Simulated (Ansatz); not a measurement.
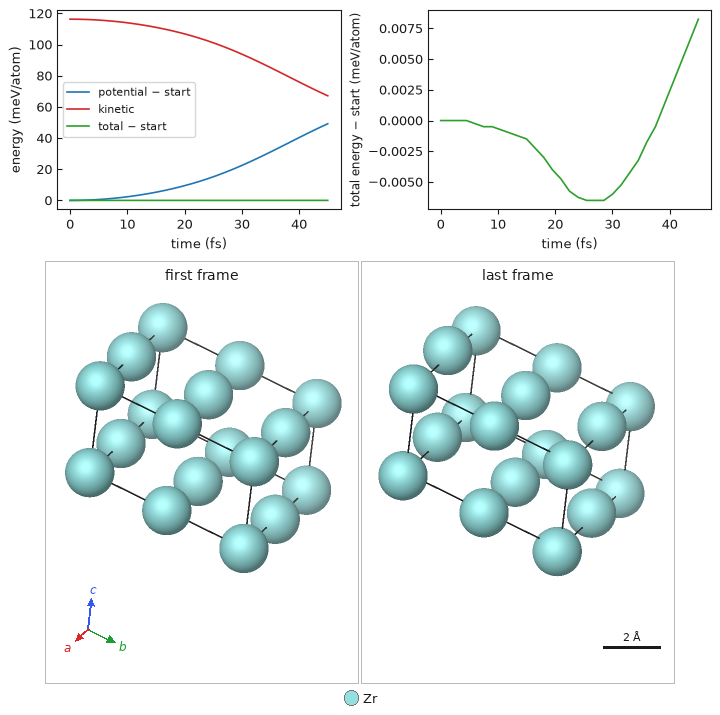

First-principles dynamics of a 4-atom cell of Zr (set up in Im-3m), 45 fs long. Style: spheres-only. Shown: the simulation cell, from a free direction.

All numbers below come from DFT, PBE, PAW with Ansatz's default frozen-core files, scalar-relativistic (Ansatz). Run with plane-wave cutoff 420 eV; k-point mesh 4 × 4 × 7; Fermi-Dirac smearing 0.08 eV; constant energy (NVE); velocities drawn for 1200 K; time step 1.5 fs.

> Is this trajectory numerically sound?

The total energy stays between −0.0065 and 0.0083 meV per atom of its start. A straight-line fit has a slope that amounts to +0.0024 meV per atom over 45 fs (under 0.1 % of the mean kinetic energy), and the ripple about it is under 0.1 % of the kinetic energy's fluctuation. With a drift under 2 % and a ripple under 7 %, the integration is accurate. Over the second half the temperature averages 895 K (spread ±121 K). The potential energy is still drifting at the end, so the run hasn't reached equilibrium. The potential energy in the second half lies on average 29.6 meV per atom above the first frame. The mean pressure there is 1.9 GPa.

The run took 2 min on 2 threads of Intel(R) Xeon(R) Platinum 8259CL CPU @ 2.50GHz (Skylake/Cascade Lake), on a shared host, peak memory 0.53 GiB.
